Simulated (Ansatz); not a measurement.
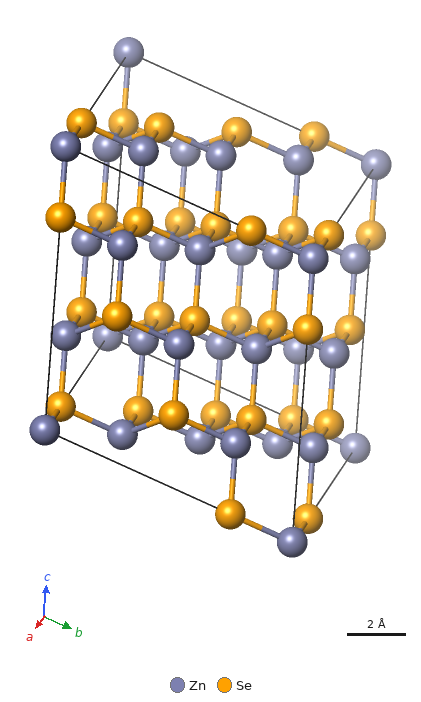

Figure 1. The structure (ball-and-stick view of the cell of the calculation, seen slightly off an axis). An atom can appear more than once, as a periodic image. Near neighbours in the periodic cell (some may lie outside the picture): Zn has 4 Se at 2.48 Å; Se has 4 Zn at 2.48 Å.

# Run report: ZnSe, single-point calculation

System: ZnSe (F-43m, 32 atoms in the cell).
Method: DFT PBE, scalar-relativistic, plane waves, PAW, no spin polarisation (Ansatz 0.2.0).

The structure derives from a Materials Project entry. It belongs to a series of runs on one base structure; here: the perfect crystal in a cell of 32 atoms.

**Input file**
```yaml
crystal:
  lattice:
    - [5.7317611754, -5.7317611754, -5.7317611754]
    - [-5.7317611754, -5.7317611754, 5.7317611754]
    - [-5.7317611754, 5.7317611754, -5.7317611754]
  atoms:
    - { symbol: Zn, position: [0.25, 0.25, 0.5] }
    - { symbol: Zn, position: [0.25, 0.5, 0.25] }
    - { symbol: Zn, position: [0.25, 0.75, 0.0] }
    - { symbol: Zn, position: [0.0, 0.25, 0.75] }
    - { symbol: Zn, position: [0.25, 0.0, 0.75] }
    - { symbol: Zn, position: [0.0, 0.5, 0.5] }
    - { symbol: Zn, position: [0.0, 0.75, 0.25] }
    - { symbol: Zn, position: [0.75, 0.25, 0.0] }
    - { symbol: Zn, position: [1.0, 1.0, 1.0] }
    - { symbol: Zn, position: [0.75, 0.5, 0.75] }
    - { symbol: Zn, position: [0.75, 0.75, 0.5] }
    - { symbol: Zn, position: [0.5, 0.25, 0.25] }
    - { symbol: Zn, position: [0.75, 0.0, 0.25] }
    - { symbol: Zn, position: [0.5, 0.5, 0.0] }
    - { symbol: Zn, position: [0.5, 0.75, 0.75] }
    - { symbol: Zn, position: [0.5, 0.0, 0.5] }
    - { symbol: Se, position: [0.0, 0.25, 0.5] }
    - { symbol: Se, position: [0.0, 0.5, 0.25] }
    - { symbol: Se, position: [0.0, 0.75, 0.0] }
    - { symbol: Se, position: [0.75, 0.25, 0.75] }
    - { symbol: Se, position: [0.0, 0.0, 0.75] }
    - { symbol: Se, position: [0.75, 0.5, 0.5] }
    - { symbol: Se, position: [0.75, 0.75, 0.25] }
    - { symbol: Se, position: [0.5, 0.25, 0.0] }
    - { symbol: Se, position: [0.75, 0.0, 0.0] }
    - { symbol: Se, position: [0.5, 0.5, 0.75] }
    - { symbol: Se, position: [0.5, 0.75, 0.5] }
    - { symbol: Se, position: [0.25, 0.25, 0.25] }
    - { symbol: Se, position: [0.5, 0.0, 0.25] }
    - { symbol: Se, position: [0.25, 0.5, 0.0] }
    - { symbol: Se, position: [0.25, 0.75, 0.75] }
    - { symbol: Se, position: [0.25, 0.0, 0.5] }
basis:
  ecutwfc: 420
  xc_grid: 2
kpoints:
  mp_grid: { grid: [2, 2, 2], shift: [0.5, 0.5, 0.5] }
hamiltonian:
  xc: pbe
scf:
  occupations: { method: gaussian, width: 0.01 }
output:
  forces: true
  stress: true
  eigenvalues: true
```

Hardware: 4 threads of Intel Xeon @ 2.50GHz (Skylake/Cascade Lake), 189 GiB of memory available, shared host.

Command:
```bash
ansatz run input.yaml --threads 4 --pin off --max-ram 10240MiB --backend cpu --events-out ev --progress --plain --runs-dir out
```

**The program's output**
```
Engine: ansatz 0.2.0, x86_64-unknown-linux-gnu
Pseudopotentials: kind: paw
Pseudopotential: Zn, paw, valence charge 12, recommended cutoff 420 eV (normal), Zn.paw.azcp
Pseudopotential: Se, paw, valence charge 16, recommended cutoff 420 eV (normal), Se.paw.azcp
Functional definition: PBE
  parameter kappa = 0.804
  parameter beta = 0.06672455060314922
  exchange = pbe_x(kappa = kappa, mu = beta*pi^2/3)
  correlation = pbe_c(beta = beta)
Crystal: 32 atoms, lattice volume = 753.224 Å³
Basis set: ecut = 420 eV, 14771 PW (Γ), exchange–correlation on 144×144×144 points (8 copies of the dense FFT grid, shifted against one another)
Bands: 269, of which v1, the nominal top of the filled ones, is band 224 counted from 1 (223 counted from 0)
Symmetry: 384 space group operations
Space group: F-43m (ITA 216), of the structure as read, at distance tolerance 9.1e-5 Å
k-points: 2 of 8 (time reversal used)
Non-local potential: Zn, projectors of the file, l = 0: 2, l = 1: 2, l = 2: 3, l = 3: 1
Non-local potential: Se, projectors of the file, l = 0: 2, l = 1: 2, l = 2: 3, l = 3: 1
PAW form: soft (Blöchl's): semilocal exchange-correlation on the pseudo side does not see the compensation charge
PAW one-centre angular grid: Zn, 590 points (default); XC on 64 Gauss nodes
PAW one-centre angular grid: Se, 590 points (default); XC on 64 Gauss nodes
Initial density: superposition of atomic densities (neutral atoms: chi_scale 0, normalization atom), corrected by the library's trained network
Initial wavefunctions: pseudopotential atomic-orbital guess
Functional: x = pbe(κ = 0.804, μ = 0.2195149727645171), c = pbe(β = 0.06672455060314922)
SCF iter   1: F=—  HF=-140632.616292 eV  |F-HF|=—  |Δ(HF+E_count)|=         —  Δρ=8.77e-4  dr2=9.88e-3  ethr=1.77e-3  ⟨swp⟩=6.0  Hψ=2028  notcnv=0  defer=13
preconditioner: auto → Resta (q_TF=auto, 2.502 Å⁻¹)  ε∞=5.5  [insulator: Δε(μ)=2.971 eV  Ē_g=10.805 eV  σ=0.010 eV  W_gap=1.00  n_scr=200 (ndim 8)  ℏωp=23.0 eV  f_vac=0.130  D(μ)=0.00/eV (n_scr^D=0)  ε∞_Penn≈5.5]
SCF iter   2: F=—  HF=-140632.613844 eV  |F-HF|=—  |Δ(HF+E_count)|=   2.45e-3  Δρ=4.73e-4  dr2=2.46e-3  ethr=2.21e-6  ⟨swp⟩=2.0  Hψ=810  notcnv=0  defer=80
SCF iter   3: F=—  HF=-140632.614136 eV  |F-HF|=—  |Δ(HF+E_count)|=   2.93e-4  Δρ=2.34e-4  dr2=3.46e-4  ethr=5.49e-7  ⟨swp⟩=2.0  Hψ=755  notcnv=0  defer=62
automatic band count: iteration 3 solves 260 bands in place of 269: the levels show a gap, and the empty bands left out lie too high to hold charge; the band table lists the bands solved (type scf.n_extra_bands for more)
SCF iter   4: F=—  HF=-140632.614095 eV  |F-HF|=—  |Δ(HF+E_count)|=   4.17e-5  Δρ=9.20e-5  dr2=6.93e-5  ethr=7.71e-8  ⟨swp⟩=2.0  Hψ=741  notcnv=0  defer=62
SCF iter   5: F=—  HF=-140632.613995 eV  |F-HF|=—  |Δ(HF+E_count)|=   9.92e-5  Δρ=3.98e-5  dr2=1.51e-5  ethr=1.55e-8  ⟨swp⟩=2.0  Hψ=746  notcnv=0  defer=62
SCF iter   6: F=—  HF=-140632.614023 eV  |F-HF|=—  |Δ(HF+E_count)|=   2.78e-5  Δρ=1.12e-5  dr2=9.25e-7  ethr=3.38e-9  ⟨swp⟩=2.0  Hψ=746  notcnv=0  defer=62
SCF iter   7: F=-140632.614025 eV  HF=-140632.614025 eV  |F-HF|=7.34e-8  |Δ(HF+E_count)|=   2.03e-6  Δρ=2.83e-6  dr2=4.62e-8  ethr=2.23e-11  ⟨swp⟩=7.5  Hψ=2230  notcnv=0
SCF 1 converged in 7 iterations: F = -140632.614025 eV  dr2 = 4.62e-8
  greatest PAW one-centre occupation: 1.000 electrons in one spin orbital (limit 2), on the Se atom at site 31 (counted from 0), in its partial waves of l = 2
SCF converged after 7 iterations
Free energy (F): -140632.614025 eV
Harris-Foulkes:  -140632.614025 eV  (|F-HF|=7.34e-8)
Internal energy: -140632.614025 eV  (E = F + TS)
E sigma→0 (E₀):  -140632.614025 eV
Fermi energy:    7.413243 eV
--- Per-component energies (eV) ---
  E_band       = -6265.711835
  E_kinetic    = 3989.491748
  E_local      = -71063.471186  (includes V_loc(G=0)·N_el)
  E_nonlocal   = 298.800777
  E_hartree    = 32882.937840
  E_xc         = -3856.618271
  E_vxc        = -2394.670026  (∫ρ·V_xc dr)
  E_paw        = -59835.984984  (= ΣΔE_a)
  E_vpaw       = -2861.709192  (= ΣTr[D̂ρ^β])
  E_aug_tail   = -0.014960  (compensation charges beyond the density's cutoff)
  E_ewald      = -43047.754988
  E_smearing   = -0.000000  (= −TS)
  E_closure    = -0.000000  (closes the sum)
  Σ components = -140632.614025   (vs F -140632.614025, Δ=0.00e0)
--- Forces (eV/Å), atoms counted from 1 ---
  atom   1  Zn    -0.00000000    -0.00000000     0.00000000
  atom   2  Zn    -0.00000000    -0.00000000    -0.00000000
  atom   3  Zn    -0.00000000    -0.00000000     0.00000000
  atom   4  Zn    -0.00000000     0.00000000     0.00000000
  atom   5  Zn    -0.00000000    -0.00000000    -0.00000000
  atom   6  Zn    -0.00000000     0.00000000     0.00000000
  atom   7  Zn    -0.00000000     0.00000000    -0.00000000
  atom   8  Zn    -0.00000000    -0.00000000    -0.00000000
  atom   9  Zn    -0.00000000     0.00000000     0.00000000
  atom  10  Zn    -0.00000000    -0.00000000    -0.00000000
  atom  11  Zn    -0.00000000    -0.00000000     0.00000000
  atom  12  Zn    -0.00000000     0.00000000    -0.00000000
  atom  13  Zn    -0.00000000    -0.00000000    -0.00000000
  atom  14  Zn    -0.00000000     0.00000000    -0.00000000
  atom  15  Zn    -0.00000000     0.00000000     0.00000000
  atom  16  Zn    -0.00000000     0.00000000     0.00000000
  atom  17  Se    -0.00000000    -0.00000000    -0.00000000
  atom  18  Se    -0.00000000     0.00000000    -0.00000000
  atom  19  Se    -0.00000000     0.00000000    -0.00000000
  atom  20  Se    -0.00000000    -0.00000000    -0.00000000
  atom  21  Se    -0.00000000     0.00000000    -0.00000000
  atom  22  Se    -0.00000000    -0.00000000    -0.00000000
  atom  23  Se    -0.00000000    -0.00000000     0.00000000
  atom  24  Se     0.00000000    -0.00000000     0.00000000
  atom  25  Se    -0.00000000    -0.00000000     0.00000000
  atom  26  Se     0.00000000    -0.00000000     0.00000000
  atom  27  Se    -0.00000000    -0.00000000     0.00000000
  atom  28  Se    -0.00000000    -0.00000000    -0.00000000
  atom  29  Se     0.00000000    -0.00000000     0.00000000
  atom  30  Se     0.00000000    -0.00000000    -0.00000000
  atom  31  Se     0.00000000    -0.00000000    -0.00000000
  atom  32  Se    -0.00000000    -0.00000000    -0.00000000
  max |Σ_I F_I| component: 6.54e-24 eV/Å
--- Stress (GPa, compression-positive) ---
        0.045632       0.000000      -0.000000
        0.000000       0.045632       0.000000
        0.000000      -0.000000       0.045632
  P = ⅓ Tr σ = 0.0456 GPa (0.456 kbar)
--- Band table (eV) ---
  k-point 0: bands = ["-40.4602", "-40.4602", "-40.4602", "-40.4602", "-40.4602", "-40.4602", "-40.4602", "-40.4602", "-40.4602", "-40.4602", "-40.4602", "-40.4602", "-40.4601", "-40.4601", "-40.4601", "-40.4601", "-40.4601", "-40.4601", "-40.4601", "-40.4601", "-40.4601", "-40.4601", "-40.4601", "-40.4601", "-40.4599", "-40.4599", "-40.4599", "-40.4599", "-40.4599", "-40.4599", "-40.4599", "-40.4599", "-40.4599", "-40.4599", "-40.4599", "-40.4599", "-40.4599", "-40.4599", "-40.4599", "-40.4599",
      "-40.4599", "-40.4599", "-40.4599", "-40.4599", "-40.4599", "-40.4599", "-40.4599", "-40.4599", "-40.4563", "-40.4563", "-40.4563", "-40.4563", "-40.4563", "-40.4563", "-40.4563", "-40.4563", "-40.4563", "-40.4563", "-40.4563", "-40.4563", "-40.4563", "-40.4563", "-40.4563", "-40.4563", "-40.4563", "-40.4563", "-40.4563", "-40.4563", "-40.4562", "-40.4562", "-40.4562", "-40.4562", "-40.4562", "-40.4562", "-40.4562", "-40.4562", "-40.4562", "-40.4562", "-40.4562", "-40.4562",
      "-6.3902", "-6.3902", "-6.3902", "-6.3902", "-5.8793", "-5.8793", "-5.8793", "-5.8793", "-5.8793", "-5.8793", "-5.8793", "-5.8793", "-5.8793", "-5.8793", "-5.8793", "-5.8793", "-0.0522", "-0.0522", "-0.0522", "-0.0522", "-0.0522", "-0.0522", "-0.0522", "-0.0522", "-0.0321", "-0.0321", "-0.0321", "-0.0321", "-0.0146", "-0.0146", "-0.0146", "-0.0146", "-0.0146", "-0.0146", "-0.0146", "-0.0146", "-0.0146", "-0.0146", "-0.0146", "-0.0146",
      "0.0574", "0.0574", "0.0574", "0.0574", "0.0574", "0.0574", "0.0574", "0.0574", "0.0574", "0.0574", "0.0574", "0.0574", "0.1534", "0.1534", "0.1534", "0.1534", "0.1534", "0.1534", "0.1534", "0.1534", "0.1534", "0.1534", "0.1534", "0.1534", "0.2422", "0.2422", "0.2422", "0.2422", "0.2422", "0.2422", "0.2422", "0.2422", "0.2668", "0.2668", "0.2668", "0.2668", "0.2668", "0.2668", "0.2668", "0.2668",
      "0.2668", "0.2668", "0.2668", "0.2668", "0.3759", "0.3759", "0.3759", "0.3759", "0.3759", "0.3759", "0.3759", "0.3759", "0.3759", "0.3759", "0.3759", "0.3759", "1.8814", "1.8814", "1.8814", "1.8814", "1.8814", "1.8814", "1.8814", "1.8814", "1.8814", "1.8814", "1.8814", "1.8814", "3.3642", "3.3642", "3.3642", "3.3642", "4.0041", "4.0041", "4.0041", "4.0041", "4.0041", "4.0041", "4.0041", "4.0041",
      "4.0041", "4.0041", "4.0041", "4.0041", "4.8216", "4.8216", "4.8216", "4.8216", "4.8216", "4.8216", "4.8216", "4.8216", "4.8216", "4.8216", "4.8216", "4.8216", "5.8745", "5.8745", "5.8745", "5.8745", "5.8745", "5.8745", "5.8745", "5.8745", "8.9827", "8.9827", "8.9827", "8.9827", "10.0658", "10.0658", "10.0658", "10.0658", "10.0658", "10.0658", "10.0658", "10.0658", "10.0658", "10.0658", "10.0658", "10.0658",
      "11.8426", "11.8426", "11.8426", "11.8426", "11.8426", "11.8426", "11.8426", "11.8426", "11.8426", "11.8426", "11.8426", "11.8426", "12.7529", "12.7529", "12.7529", "12.7529", "12.7529", "12.7529", "12.7529", "12.7529"]
  k-point 1: bands = ["-40.4603", "-40.4602", "-40.4602", "-40.4602", "-40.4602", "-40.4602", "-40.4602", "-40.4602", "-40.4601", "-40.4601", "-40.4601", "-40.4601", "-40.4601", "-40.4601", "-40.4601", "-40.4601", "-40.4601", "-40.4601", "-40.4600", "-40.4600", "-40.4600", "-40.4600", "-40.4600", "-40.4600", "-40.4600", "-40.4600", "-40.4600", "-40.4600", "-40.4600", "-40.4600", "-40.4600", "-40.4600", "-40.4600", "-40.4600", "-40.4600", "-40.4600", "-40.4600", "-40.4600", "-40.4599", "-40.4599",
      "-40.4599", "-40.4599", "-40.4599", "-40.4599", "-40.4599", "-40.4599", "-40.4598", "-40.4598", "-40.4563", "-40.4563", "-40.4563", "-40.4563", "-40.4563", "-40.4563", "-40.4563", "-40.4563", "-40.4563", "-40.4563", "-40.4563", "-40.4563", "-40.4563", "-40.4562", "-40.4562", "-40.4562", "-40.4562", "-40.4562", "-40.4562", "-40.4562", "-40.4562", "-40.4562", "-40.4562", "-40.4562", "-40.4562", "-40.4562", "-40.4562", "-40.4562", "-40.4562", "-40.4562", "-40.4562", "-40.4562",
      "-6.6023", "-6.2002", "-6.2002", "-6.2002", "-6.2002", "-6.0041", "-6.0041", "-6.0041", "-6.0041", "-5.9127", "-5.8223", "-5.8223", "-5.8223", "-5.8223", "-5.7454", "-5.7454", "-0.1039", "-0.0713", "-0.0713", "-0.0643", "-0.0516", "-0.0516", "-0.0516", "-0.0516", "-0.0149", "-0.0149", "-0.0131", "-0.0131", "-0.0131", "-0.0131", "-0.0052", "-0.0052", "-0.0052", "-0.0052", "-0.0037", "-0.0037", "-0.0037", "-0.0037", "0.0103", "0.0103",
      "0.0103", "0.0103", "0.0254", "0.0254", "0.0254", "0.0254", "0.0537", "0.0537", "0.0537", "0.0537", "0.0918", "0.0918", "0.1095", "0.1095", "0.1525", "0.1525", "0.2056", "0.2056", "0.2056", "0.2056", "0.2172", "0.2172", "0.2172", "0.2172", "0.2298", "0.2298", "0.2298", "0.2298", "0.2317", "0.2390", "0.2390", "0.2390", "0.2390", "0.2458", "0.2458", "0.2458", "0.2458", "0.2484", "0.2646", "0.2646",
      "0.2646", "0.2646", "0.2695", "0.2695", "0.2796", "0.2837", "0.3080", "0.3080", "0.3080", "0.3080", "0.4317", "0.4317", "0.4317", "0.4317", "0.4638", "0.4638", "1.7384", "1.7384", "1.7384", "1.7384", "1.7568", "1.7568", "1.8868", "1.8868", "1.8868", "1.8868", "2.2848", "3.0163", "3.0163", "3.0163", "3.0163", "3.4872", "3.4872", "3.4872", "3.4872", "3.9695", "3.9695", "4.0246", "4.0246", "4.5014",
      "4.5014", "4.6669", "4.6669", "4.6669", "4.6669", "4.6870", "4.6870", "4.6870", "4.6870", "4.7388", "4.7388", "4.7388", "4.7388", "5.0117", "5.4503", "5.4503", "5.4503", "5.4503", "5.4843", "5.4843", "5.4843", "5.4843", "5.9259", "5.9259", "8.9006", "9.6105", "9.6105", "9.6105", "9.6105", "9.6227", "10.0541", "10.2441", "10.2441", "10.3220", "10.3220", "10.3220", "10.3220", "10.5656", "10.5656", "10.9065",
      "10.9065", "10.9065", "10.9065", "11.2212", "11.2212", "11.2212", "11.2212", "11.4100", "12.2791", "12.2791", "12.2791", "12.2791", "12.3964", "12.3964", "12.3964", "12.3964", "12.7760", "12.7760", "13.0067", "13.0067"]
```

**Key numbers**

| quantity | value |
| --- | --- |
| outcome | converged |
| space group (tolerance 0.01 Å) | F-43m (216) |
| electrons treated | 448 |
| free energy | −140632.6140 eV |
| Fermi energy | 7.413 eV |
| gap on the k-point mesh | 2.97 eV |
| pressure | 0.05 GPa |
| largest force (length of the vector) | under 0.001 eV/Å |
| wall time | 24 s (CPU time 87 s) |
| peak memory | 2.1 GiB |
